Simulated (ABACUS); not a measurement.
**ZnSe: single-point calculation at one volume of an equation of state (part 2 of 2)**

The same run, continued: ZnSe (F-43m, 2 atoms in the cell); Kohn-Sham DFT of a periodic cell, MS2, SG15 ONCV 1.2 PBE, no spin polarisation (ABACUS 3.10.1); cutoff 1374.17 eV, 5×5×5 k-mesh, fermi-dirac of 0.05 eV. The structure derives from an entry of the Crystallography Open Database. It belongs to a series of runs on one base structure; here: volume scaled by 0.98.

Geometry of the input (Å; fractional positions):
```
-2.8148  0.0000  2.8148
0.0000  2.8148  2.8148
-2.8148  2.8148  0.0000
Se 0.2500  0.2500  0.2500
Zn 0.0000  0.0000  0.0000
```

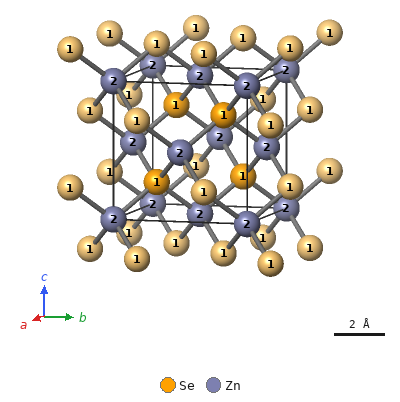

**Figure 1.** The structure (ball-and-stick view of the cell 4 times as large as that of the calculation, set on its symmetry axes, seen slightly off an axis; neighbours outside the cell are drawn fainter; atoms are numbered from 1 in the order of the input).

### Output, continued
```
 Notice: Threshold on eigenvalues was too large.
 hsover_error=0.26 > DRHO=0.171399
 Origin diag ethr = 0.01
 New diag ethr = 0.000659226

 Density error is 0.13627688565
                          Error Threshold = 0.000659226415431
----------------------------------------------------------
     Energy           Rydberg                 eV
----------------------------------------------------------
 E_KohnSham     -416.1302484968      -5661.7424897121
 E_Harris       -423.7148718531      -5764.9365845419
 E_Fermi        0.7312494688         9.9491594345
----------------------------------------------------------

 PW ALGORITHM --------------- ION=   1  ELEC=   2--------------------------------

 Density error is 0.0112206620579
                          Error Threshold = 0.000524141867885
----------------------------------------------------------
     Energy           Rydberg                 eV
----------------------------------------------------------
 E_KohnSham     -416.5776828340      -5667.8301461792
 E_Harris       -415.8704623026      -5658.2079172090
 E_Fermi        0.7607670204         10.3507663277
----------------------------------------------------------

 PW ALGORITHM --------------- ION=   1  ELEC=   3--------------------------------

 Density error is 0.00301647595619
                          Error Threshold = 4.31563925304e-05
----------------------------------------------------------
     Energy           Rydberg                 eV
----------------------------------------------------------
 E_KohnSham     -416.6164696070      -5668.3578672992
 E_Harris       -415.8427126803      -5657.8303642289
 E_Fermi        0.7510102649         10.2180188588
----------------------------------------------------------

 PW ALGORITHM --------------- ION=   1  ELEC=   4--------------------------------

 Density error is 0.000438874263978
                          Error Threshold = 1.16018306007e-05
----------------------------------------------------------
     Energy           Rydberg                 eV
----------------------------------------------------------
 E_KohnSham     -416.5737610202      -5667.7767871647
 E_Harris       -416.5796088979      -5667.8563516231
 E_Fermi        0.7515426029         10.2252616895
----------------------------------------------------------

 PW ALGORITHM --------------- ION=   1  ELEC=   5--------------------------------

 Density error is 1.31612082373e-05
                          Error Threshold = 1.68797793838e-06
----------------------------------------------------------
     Energy           Rydberg                 eV
----------------------------------------------------------
 E_KohnSham     -416.5820937272      -5667.8901594598
 E_Harris       -416.5813002373      -5667.8793634763
 E_Fermi        0.7495084634         10.1975858013
----------------------------------------------------------

 PW ALGORITHM --------------- ION=   1  ELEC=   6--------------------------------

 Density error is 7.34697295857e-06
                          Error Threshold = 5.06200316818e-08
----------------------------------------------------------
     Energy           Rydberg                 eV
----------------------------------------------------------
 E_KohnSham     -416.5852682196      -5667.9333506446
 E_Harris       -416.5178410703      -5667.0159572149
 E_Fermi        0.7495351195         10.1979484760
----------------------------------------------------------

 PW ALGORITHM --------------- ION=   1  ELEC=   7--------------------------------

 Density error is 2.03005091395e-07
                          Error Threshold = 2.82575883022e-08
----------------------------------------------------------
     Energy           Rydberg                 eV
----------------------------------------------------------
 E_KohnSham     -416.5846023686      -5667.9242912766
 E_Harris       -416.5827883271      -5667.8996099766
 E_Fermi        0.7500092886         10.2043998776
----------------------------------------------------------

 PW ALGORITHM --------------- ION=   1  ELEC=   8--------------------------------

 Density error is 1.08081382879e-07
                          Error Threshold = 7.80788813058e-10
----------------------------------------------------------
     Energy           Rydberg                 eV
----------------------------------------------------------
 E_KohnSham     -416.5849233045      -5667.9286578340
 E_Harris       -416.5906294656      -5668.0062941394
 E_Fermi        0.7501287332         10.2060250048
----------------------------------------------------------

 PW ALGORITHM --------------- ION=   1  ELEC=   9--------------------------------

 Density error is 8.03655609264e-10
                          Error Threshold = 4.15697626456e-10
----------------------------------------------------------
     Energy           Rydberg                 eV
----------------------------------------------------------
 E_KohnSham     -416.5849207829      -5667.9286235263
 E_KS(sigma->0) -416.5849207829      -5667.9286235262
 E_Harris       -416.5845336910      -5667.9233568702
 E_band         -45.3630440423       -617.1958776001
 E_one_elec     -348.6825190413      -4744.0690519555
 E_Hartree      175.6588781831       2389.9616475785
 E_xc           -37.5642199835       -511.0874327005
 E_Ewald        -205.9970599413      -2802.7337864487
 E_entropy(-TS) -0.0000000000        -0.0000000001
 E_descf        0.0000000000         0.0000000000
 E_exx          0.0000000000         0.0000000000
 E_Fermi        0.7501427674         10.2062159503
----------------------------------------------------------

 charge density convergence is achieved
 final etot is -5667.9286235 eV
 EFERMI = 10.20621595 eV

 STATE ENERGY(eV) AND OCCUPATIONS    NSPIN == 1
 1/3 kpoint (Cartesian) = 0.0000 0.0000 0.0000 (5065 pws)
       1       -119.659      0.0160000
       2       -72.8840      0.0160000
       3       -72.8840      0.0160000
       4       -72.8840      0.0160000
       5       -5.59998      0.0160000
       6        2.69883      0.0160000
       7        2.69883      0.0160000
       8        2.69883      0.0160000
       9        3.20857      0.0160000
      10        3.20857      0.0160000
      11        9.16135      0.0160000
      12        9.16135      0.0160000
      13        9.16135      0.0160000
      14        11.1900    4.56308e-11
      15        15.4367    5.92116e-48
      16        15.4367    5.92116e-48
      17        15.4367    5.92116e-48

 2/3 kpoint (Cartesian) = -0.20000 0.20000 0.20000 (5126 pws)
       1       -119.659       0.128000
       2       -72.8840       0.128000
       3       -72.8840       0.128000
       4       -72.8840       0.128000
       5       -5.33861       0.128000
       6        2.70085       0.128000
       7        2.74625       0.128000
       8        2.74625       0.128000
       9        3.20688       0.128000
      10        3.20688       0.128000
      11        6.71483       0.128000
      12        8.76878       0.128000
      13        8.76878       0.128000
      14        12.4877    1.95375e-21
      15        15.8545    1.11360e-50
      16        15.9963    6.53391e-52
      17        15.9963    6.53391e-52

 3/3 kpoint (Cartesian) = -0.40000 0.40000 0.40000 (5177 pws)
       1       -119.659       0.128000
       2       -72.8841       0.128000
       3       -72.8840       0.128000
       4       -72.8840       0.128000
       5       -4.85016       0.128000
       6        2.80882       0.128000
       7        2.80882       0.128000
       8        2.96056       0.128000
       9        3.22621       0.128000
      10        3.22621       0.128000
      11        4.18048       0.128000
      12        8.24036       0.128000
      13        8.24036       0.128000
      14        12.3206    5.51808e-20
      15        16.0765    1.31440e-52
      16        16.0765    1.31440e-52
      17        18.0616    7.51911e-70

------------------------------------------------------------------------------------------
 TOTAL-FORCE (eV/Angstrom)
------------------------------------------------------------------------------------------
                       Se1         0.0000000000         0.0000000000         0.0000000000
                       Zn1         0.0000000000         0.0000000000         0.0000000000
------------------------------------------------------------------------------------------

----------------------------------------------------------------
 TOTAL-STRESS (KBAR)
----------------------------------------------------------------
      1362.3241144162        -0.0000000000        -0.0000000000
        -0.0000000000      1362.3241144162         0.0000000000
         0.0000000000         0.0000000000      1362.3241144162
----------------------------------------------------------------
 TOTAL-PRESSURE: 1362.324114 KBAR

 --------------------------------------------
 !FINAL_ETOT_IS -5667.9286235262870832 eV
 --------------------------------------------
```

### Standard output
```
ABACUS v3.10.1

               Atomic-orbital Based Ab-initio Computation at UStc

 dft_functional readin is: MGGA_X_MS2+GGA_C_REGTPSS
 dft_functional in pseudopot file is: PBE
 Please make sure this is what you need
 dft_functional readin is: MGGA_X_MS2+GGA_C_REGTPSS
 dft_functional in pseudopot file is: PBE
 Please make sure this is what you need

%%%%%%%%%%%%%%%%%%%%%%%%%%%%%%%%%%%%%%%%%%%%%%%%%%%%%%%%%%%%%%%%%%%%%%%%%%%%%%%%%%%%%%%%%%%%%%%%%%%%%%%%%
 Warning: the number of valence electrons in pseudopotential > 12 for Zn: [Ar] 3d10 4s2
 Pseudopotentials with additional electrons can yield (more) accurate outcomes, but may be less efficient.
 If you're confident that your chosen pseudopotential is appropriate, you can safely ignore this warning.
%%%%%%%%%%%%%%%%%%%%%%%%%%%%%%%%%%%%%%%%%%%%%%%%%%%%%%%%%%%%%%%%%%%%%%%%%%%%%%%%%%%%%%%%%%%%%%%%%%%%%%%%%

 UNIFORM GRID DIM        : 50 * 50 * 50
 UNIFORM GRID DIM(BIG)   : 50 * 50 * 50
func,idMGGA_X_MS2 223
func,idGGA_C_REGTPSS 83
 ---------------------------------------------------------
 Self-consistent calculations for electrons
 ---------------------------------------------------------
 SPIN    KPOINTS         PROCESSORS  THREADS
 1       10              4           4
 ---------------------------------------------------------
 Use plane wave basis
 ---------------------------------------------------------
 ELEMENT NATOM       XC
 Se      1
 Zn      1
 ---------------------------------------------------------
 Initial plane wave basis and FFT box
 ---------------------------------------------------------
 -------------------------------------------
 SELF-CONSISTENT :
 -------------------------------------------
 START CHARGE      : atomic
 ITER       ETOT/eV          EDIFF/eV         DRHO         DKIN     TIME/s
 DA1     -5.66174249e+03   0.00000000e+00   1.3628e-01   8.4629e-01   4.88
 DA2     -5.66783015e+03  -6.08765647e+00   1.1221e-02   3.0271e-01   1.81
 DA3     -5.66835787e+03  -5.27721120e-01   3.0165e-03   1.9335e-01   1.96
 DA4     -5.66777679e+03   5.81080135e-01   4.3887e-04   4.4759e-02   1.60
 DA5     -5.66789016e+03  -1.13372295e-01   1.3161e-05   8.5617e-03   1.77
 DA6     -5.66793335e+03  -4.31911849e-02   7.3470e-06   1.3713e-03   1.84
 DA7     -5.66792429e+03   9.05936803e-03   2.0301e-07   1.6247e-03   1.68
 DA8     -5.66792866e+03  -4.36655744e-03   1.0808e-07   1.8132e-04   1.99
 DA9     -5.66792862e+03   3.43077388e-05   8.0366e-10   3.6117e-05   1.65
----------------------------------------------------------------
 TOTAL-STRESS (KBAR)
----------------------------------------------------------------
      1362.3241144162        -0.0000000000        -0.0000000000
        -0.0000000000      1362.3241144162         0.0000000000
         0.0000000000         0.0000000000      1362.3241144162
----------------------------------------------------------------
 TOTAL-PRESSURE: 1362.324114 KBAR
```
